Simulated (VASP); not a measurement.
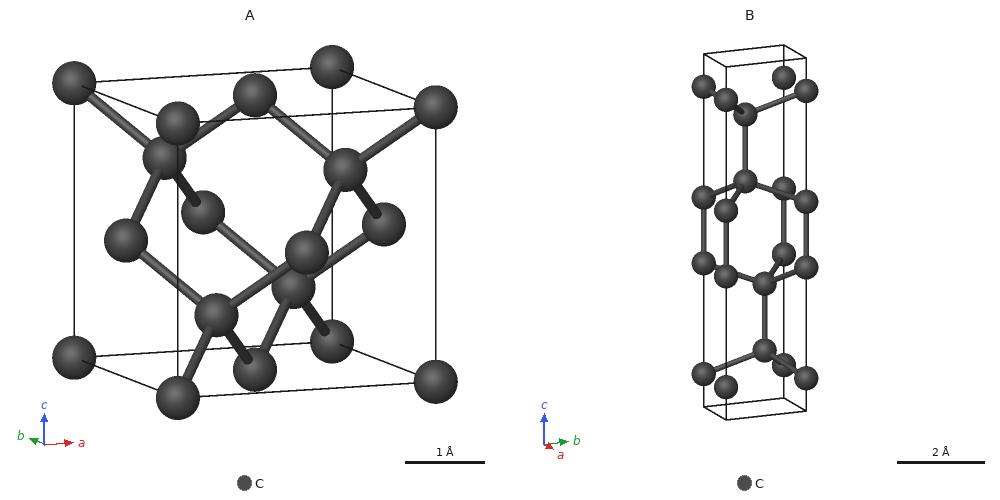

Two structures of C, each relaxed (cell and atoms) at zero pressure; conventional cells in solid outline, small ones repeated, each panel with its own scale. Alike in all runs: VASP 6.6.1; functional AM05; VASP's PAW PBE potentials, release 64 (C); cutoff 600 eV; occupations fermi-dirac, width 0.05 eV; no spin polarisation; no spin-orbit coupling. The k meshes have like spacings.

Name the structure in each panel.

Answer. A: diamond, Fd-3m; B: 8 atoms a cell on a primitive hexagonal lattice, P6₃/mmc.

Which of these is lowest in energy, and how far above it do the others lie?

Answer. A, then B (+8 meV/atom), static energies at zero smearing.

Collect the results in a table.

Answer.
| panel | space group | E − E(lowest) (meV/atom) | volume (Å³/atom) | gap (eV) |
| --- | --- | --- | --- | --- |
| A | Fd-3m | 0 | 5.6 | 4.05 |
| B | P6₃/mmc | 8 | 5.6 | 4.45 |

At room conditions C is graphite, which this level doesn't put lowest.

The starts are database entries or structure types tried for this composition, and the most stable form need not be among them. Approximate functionals can misorder forms that lie within a few tens of meV/atom, as they do the rutile and anatase forms of TiO₂. Gaps are the least found on the k-mesh, which misses some points of high symmetry; where the band edges lie there, the true gap is smaller, at times by an eV.

Caveat: semilocal functionals give gaps below the measured ones.
